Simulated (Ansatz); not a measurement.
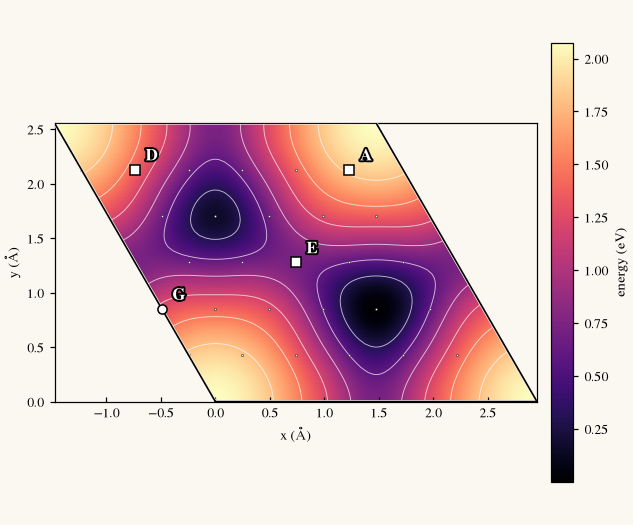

S on a Ta(111) slab cut from the Fm-3m phase, its upper half relaxed before the scan (3 atoms of substrate and one adsorbate in a 1 × 1 cell). S is moved over the surface cell; relaxed at each place: the height of the adsorbate's atoms; substrate rigid; the origin of the map has the adsorbate above Ta3. Places are given modulo a cell vector. The map is drawn in real space over the plane of the surface. The scan uses a 6 × 6 grid; 10 points were computed and 26 follow by symmetry. Energies: eV, counted from the lowest grid point. With one adsorbate in each 1 × 1 cell, its nearest image is 3.0 Å away, so neighbouring adsorbates interact. These are results of DFT PBEsol, scalar-relativistic, plane waves, PAW (Ansatz 0.2.0), not measurements. Settings: cutoff 420 eV, k-mesh 9×9×1, gaussian smearing 0.1 eV, no spin polarisation.

Drawn: a smooth colour map with a few white contour lines, dots at the grid points, the outline of one cell of the plane, lettered points. Between grid points the surface is interpolated.

### Is A the lowest point of the computed grid?

No. A lies 1.84 eV above the lowest grid point, which is at a threefold hollow over a third-layer Ta atom, (4/6, 2/6) of the cell vectors.

### What kind of point is each of D, E: minimum, saddle, maximum or slope?

D: on a slope; E: saddle point. (In these two coordinates alone; a stationary point may lie a little off the grid point.)

PAW datasets: the set soft_1.
